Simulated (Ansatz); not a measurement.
System: KTaO3.

The calculation's input:

```
crystal:
  lattice:
    - [3.990131103, 0.0, 0.0]
    - [0.0, 3.990131103, 0.0]
    - [0.0, 0.0, 4.0699337251]
  atoms:
    - { symbol: K, position: [0.0, 0.0, 0.0] }
    - { symbol: Ta, position: [0.5, 0.5, 0.5] }
    - { symbol: O, position: [0.5, 0.5, 0.0] }
    - { symbol: O, position: [0.5, 0.0, 0.5] }
    - { symbol: O, position: [0.0, 0.5, 0.5] }
kpoints:
  mp_grid: { grid: [6, 6, 6] }
  band_path:
    path: [[0.0, 0.0, 0.0], [0.0, 0.5, 0.0], [0.5, 0.5, 0.0], [0.5, 0.5, 0.5]]
    npoints: 1
hamiltonian:
  xc: r2scan
scf:
  occupations: { method: fixed }
  n_extra_bands: 10
magnetization:
  noncollinear: true
  spin_orbit: true
output:
  forces: true
  stress: true
  eigenvalues: true
  write_density: true
  write_potential: true
  elf: true
  volumetric_format: npy
```

Below, planes, directions and counts refer to the conventional cell (a = 3.99 Å, b = 3.99 Å, c = 4.07 Å, α = 90.00°, β = 90.00°, γ = 90.00°).

Space group P4/mmm; started from the cubic perovskite prototype, which need not be the ambient phase; changed on purpose from its base cell (uniaxial z strain +2.0%); computed pressure about −4 GPa in this cell.

Method: DFT, r2SCAN with spin-orbit coupling, plane waves, PAW in Ansatz 0.2.0.

Predict the valence pseudo-density and electron localisation function between the atoms.

Answer. Ta–O (2.00 Å): ρ is about 0.86 e/Å³ halfway; the ELF peaks at about 0.80 in the valence shell of O, 0.6 Å from its nucleus, and drops to about 0.20 between the two atoms: no localised pair shows between them.
K–O (2.85 Å): ρ is about 0.09 e/Å³ halfway; the ELF is about 0 at the midpoint; a closed-shell, largely ionic contact.

Metal or insulator at this level of theory?

Answer. It is gapped, with a Kohn–Sham gap of 2.4 eV on the k-point mesh (the band edges may lie off the mesh, which would make the gap smaller).

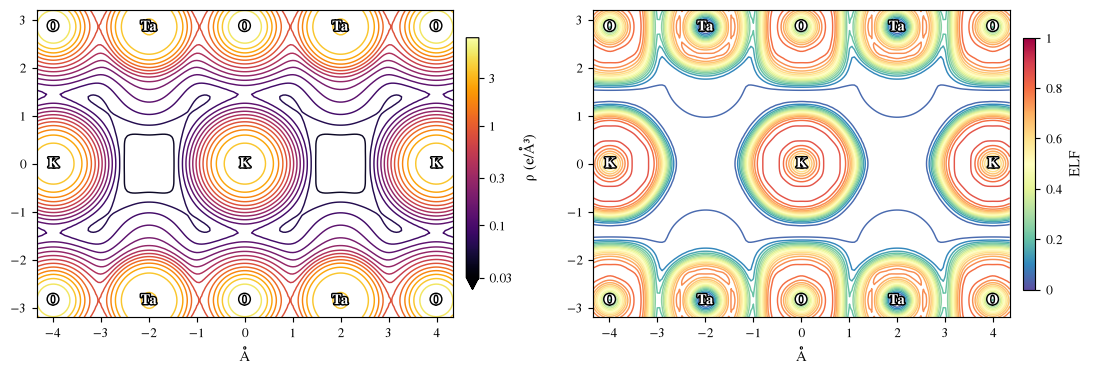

Computed valence pseudo-density and electron localisation function on the (011) plane of the conventional cell, in this order. 

The density is the valence pseudo-density of a PAW calculation; it isn't the true density close to the nuclei.
